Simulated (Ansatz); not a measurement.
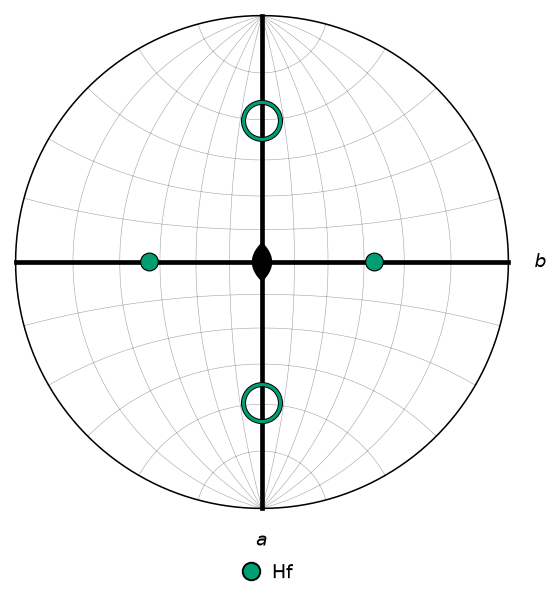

Directions from one oxygen atom at (0, 1/2, 0.702) to its bonded neighbours, in stereographic projection down c (filled: above the plane of the page or in it, open: below). Crystal: HfO2, the geometry relaxed in a fixed cell with DFT PBE, scalar-relativistic, plane waves, PAW (Ansatz). Geometry calculated from the standardised cell; symmetry tolerance 0.002 Å.

Neighbours are counted up to 2.64 Å for Hf. The symmetry elements of the site are drawn in: heavy lines are mirror planes (a heavy rim: a mirror in the plane of the page); lens, triangle, square and hexagon are 2-, 3-, 4- and 6-fold axes, a lens in an open square is −4, a triangle in an open hexagon −6; thin dashed diameters join the ends of axes that lie in the page; a small open circle marks inversion.

```cif
data_structure
_symmetry_space_group_name_H-M 'P 1'
_symmetry_Int_Tables_number 1
_cell_length_a 3.5580
_cell_length_b 3.5580
_cell_length_c 5.1719
_cell_angle_alpha 90.000
_cell_angle_beta 90.000
_cell_angle_gamma 90.000
_cell_volume 65.47
loop_
_atom_site_label
_atom_site_type_symbol
_atom_site_fract_x
_atom_site_fract_y
_atom_site_fract_z
_atom_site_occupancy
Hf1 Hf 0.50000 0.50000 0.50000 1
Hf2 Hf 0.00000 0.00000 0.00000 1
O1 O 0.00000 0.50000 0.70182 1
O2 O 0.50000 0.00000 0.79818 1
O3 O 0.50000 0.00000 0.29818 1
O4 O 0.00000 0.50000 0.20182 1
```

How many neighbours are there, and at what angles?

Answer. 4: 2 Hf at 2.06 Å, 2 Hf at 2.35 Å. Angles between bonds: 98° (1×), 109° (4×), 119° (1×).

What is the site's symmetry in the crystal?

Answer. Point group mm2 (C2v), order 4: one twofold axis, two mirror planes. In No. 137, P4_2/nmc, origin choice 1 this is Wyckoff position 4d.
